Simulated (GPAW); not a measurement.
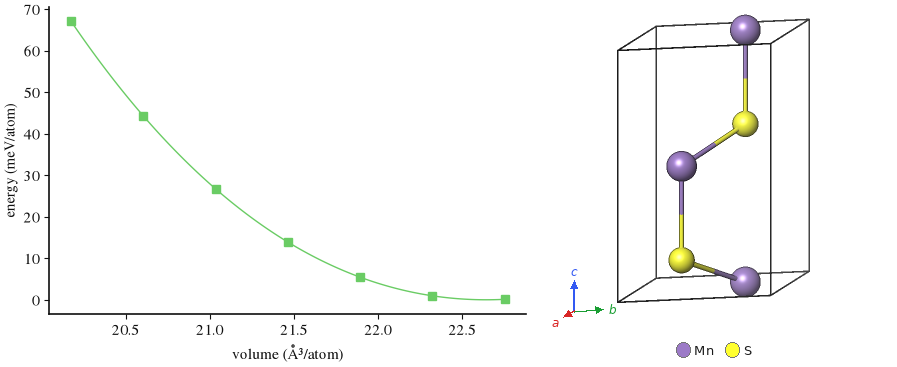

The plot gives the computed energy against volume for MnS, space group P6_3mc (No. 186). The conventional cell is drawn beside the plot.

Starting cell:
```xyz
4
Lattice="3.9536 0.0000 0.0000 -1.9768 3.4239 0.0000 0.0000 0.0000 6.3425" Properties=species:S:1:pos:R:3 pbc="T T T"
Mn    1.9768    1.1413    3.1639
Mn    0.0000    2.2826    6.3352
S     0.0000    2.2826    3.9714
S     1.9768    1.1413    0.8001
```

Computed with GPAW 26.7.0: PAW DFT in plane waves, on a grid or in atomic orbitals, collinear spins; energies at scaled volumes of the given cell, shape and fractions fixed, counted from the fit's minimum, third-order Birch-Murnaghan fit. Level: r2SCAN, collinear spin.

- k mesh: 5×5×3
- occupations: Fermi–Dirac
- smearing width: 0.05 eV
- potentials: GPAW PAW data sets (gpaw data 1.2.1)
- wave cutoff: 600 eV
- program settings: basis pw

From this curve and the settings, what does the calculation give for the pressure and cell moment at the same points?

The pressure falls from 9.45 GPa at volume 20.18 Å³/atom to −0.35 GPa at 22.75 Å³/atom, and changes sign near 22.63 Å³/atom. The cell moment rises from 9.98 μB at volume 20.18 Å³/atom to 10.00 μB at 22.75 Å³/atom.

```tsv
volume (Å³/atom)	pressure (GPa)	cell moment (μB)
20.18	9.45	9.98
20.61	7.46	9.99
21.03	5.59	10.00
21.46	3.88	10.00
21.89	2.33	10.00
22.32	0.92	10.00
22.75	-0.35	10.00
```

Keep in mind: the minimum lies near the end of the range; shape and atomic fractions are frozen while scaling, which makes layered, chain and framework solids too stiff.
